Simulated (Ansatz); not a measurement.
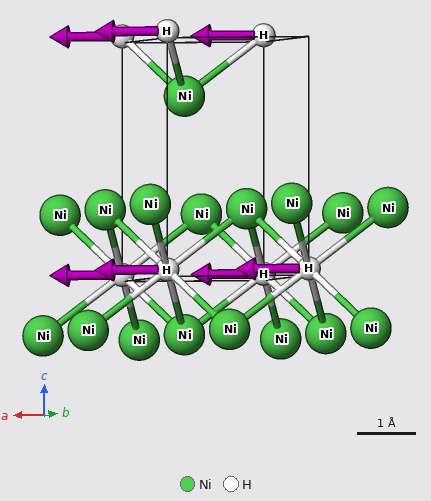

One vibrational mode of solid Ni2H at the zone centre. Displacements are drawn as purple arrows; their common scale and sign are arbitrary. A ball-and-stick model of the cell of the calculation, seen from a free direction.

Method: DFT LDA, scalar-relativistic, plane waves, PAW (Ansatz). Settings: plane-wave cutoff 420 eV; k-point mesh 18 × 18 × 10; occupations fermi dirac; smearing width 0.15 eV; no spin polarisation.

The frequencies depend somewhat on the k-mesh and the smearing.

**Give the symmetry, activity and frequency of this mode.**

This is the E_u mode (doubly degenerate; one member of the set is drawn) at 785 cm⁻¹, optical level 3 of 4, counted from below, infrared-active by symmetry. The Ni atoms hardly move; the H sublattice moves as a whole against them, along a; the kinetic energy is shared as H 99 %, Ni 1 %. The crystal is a metal, so free carriers screen the infrared response.

Limits of the set-up: an element that often carries a moment was run without spin polarisation.
